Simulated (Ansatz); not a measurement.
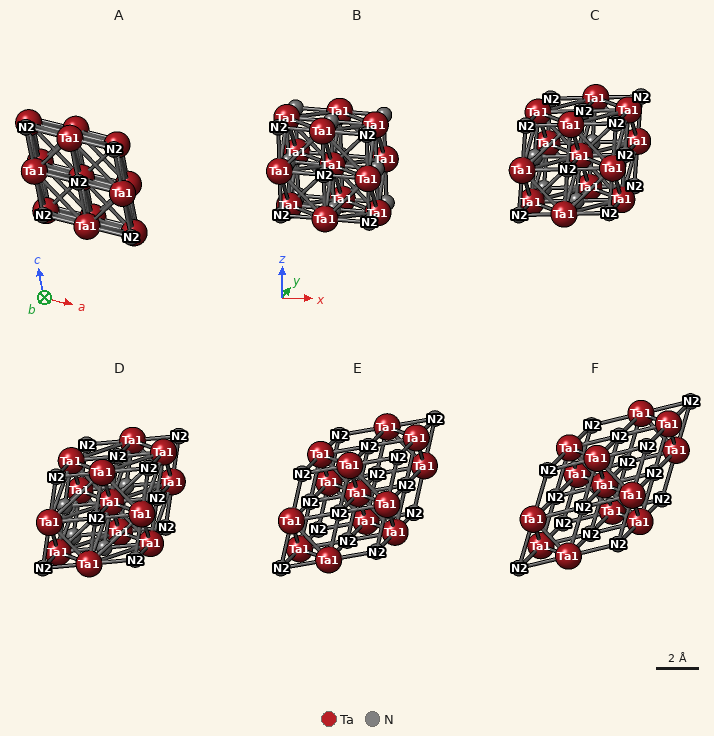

Frames of a one-coordinate scan of solid TaN (Fm-3m). x, y and z are the Cartesian axes of the input. Style: ball-and-stick. Shown: the conventional cell (4 times the calculation's cell), slightly off an axis. Lengths and directions refer to the drawn axes.

These are results of DFT PBE, scalar-relativistic, plane waves, PAW (Ansatz), not measurements. Settings: plane-wave cutoff 420 eV; k-point mesh 26 × 26 × 26; occupations gaussian; smearing width 0.15 eV; no spin polarisation. Energies (free energies at the smearing named) are counted from the relaxed crystal.

Which coordinate changes from frame to frame?

Answer. The ratio of the cell's length along [111] to its lengths across, counted as 1 for the reference, is changed at fixed volume (a trigonal path), with the atoms kept at their fractional coordinates. In the frames the relative ratio is 0.60 (A), 0.93 (B), 1.20 (C), 1.41 (D), 1.70 (E), 2.00 (F). Their energies are 529 meV/atom, 16 meV/atom, 76 meV/atom, 390 meV/atom, 1458 meV/atom, 2825 meV/atom.
